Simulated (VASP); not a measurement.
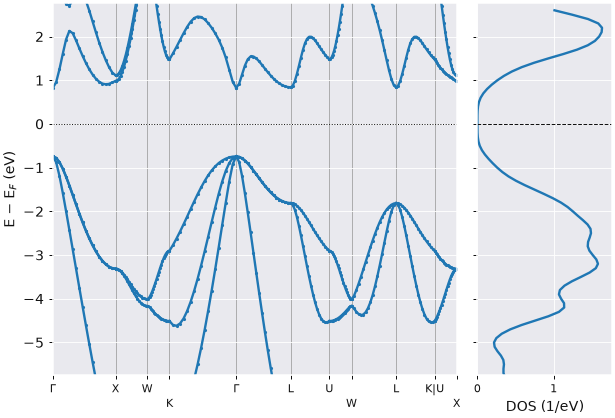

Band structure and density of states. Energies are counted from the Fermi level. The DOS curve is built from the levels of the k mesh with Gaussians 0.55 eV wide, which also blur the band edges; ripples of that width can come from the mesh.

Question: What lattice type does the k path imply?

Answer: A face-centred cubic lattice: the path Γ–X–W–K–Γ–L–U–W–L–K|U–X runs through the special points of its Brillouin zone.

The material is zincblende GaP, space group F-43m, 2 atoms in the primitive cell; cubic a = 5.508 Å.

Level of theory: PBE, VASP PAW PBE potentials, release 64 (Ga_d, P), no spin polarisation, no spin-orbit coupling, 10×10×10 k mesh, 520 eV cutoff, Gaussian smearing of 1 eV; code VASP 6.6.1.

Question: What does the band structure say about the gap?

Answer: The material is gapped. The gap along this path is 1.57 eV and direct: both edges lie at Γ. It is not wide against the smearing used. At L the lowest conduction band lies only 0.01 eV higher.

Question: How many bands meet at the valence-band top?

Answer: Three bands meet at the valence-band top at Γ: it is triply degenerate (spin aside).

Question: What are the direct gaps at Γ, X and U?

Answer: The direct gaps are 1.57 eV at Γ, 4.30 eV at X and 4.38 eV at U.

Measured GaP has its conduction bottom near X; the order of its valleys hangs on the functional and the volume. LDA, GGA and most meta-GGA functionals understate gaps. The cell was derived from a database entry in an earlier step, so it needn't be the measured one.
